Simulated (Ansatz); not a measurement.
```
Hf O
1.0
     3.19989    0.00000    0.00000
     0.00000    3.19989    0.00000
     0.00000    0.00000    7.16023
Hf O
2 6
Direct
  0.00000 0.00000 0.00000
  0.50000 0.50000 0.50000
  0.00000 0.50000 0.25000
  0.50000 0.00000 0.75000
  0.50000 0.00000 0.25000
  0.00000 0.50000 0.75000
  0.00000 0.00000 0.50000
  0.50000 0.50000 0.00000
```

Space group I4/mmm; a structure generated by program, which may or may not match a known phase.

These are results of DFT PBE, scalar-relativistic, plane waves, PAW in Ansatz, not measurements.

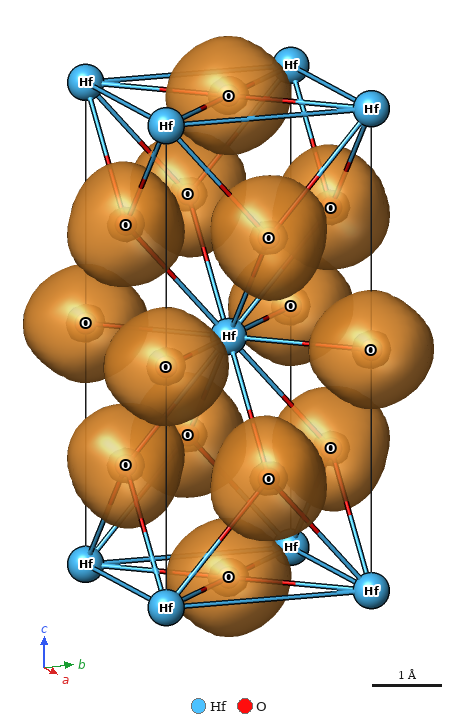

HfO$_{3}$. Isosurface of the electron localisation function at 0.6 (orange), seen slightly off an axis. Core shells and regions of very low density are left out. Sticks mark near contacts.

In a PAW calculation such maps are meaningful between the atoms, not at the nuclei.

**What do the ELF domains correspond to?**

The surface consists of six regions wrapped around O (the valence shell of each), counted in one cell of 8 atoms. Regions shared between cells count once.

Values along the shortest contacts:
Hf–O (2.26 Å): the ELF peaks at about 0.85 in the valence shell of O, 0.6 Å from its nucleus, and drops to about 0.15 between the two atoms: no shared electron pair shows on this line. Hf–Hf (3.20 Å): the ELF is about 0.05 at the midpoint: no shared electron pair shows on this line.

**Metal or insulator at this level of theory?**

It is metallic or semimetallic at this level of theory: no gap opens.
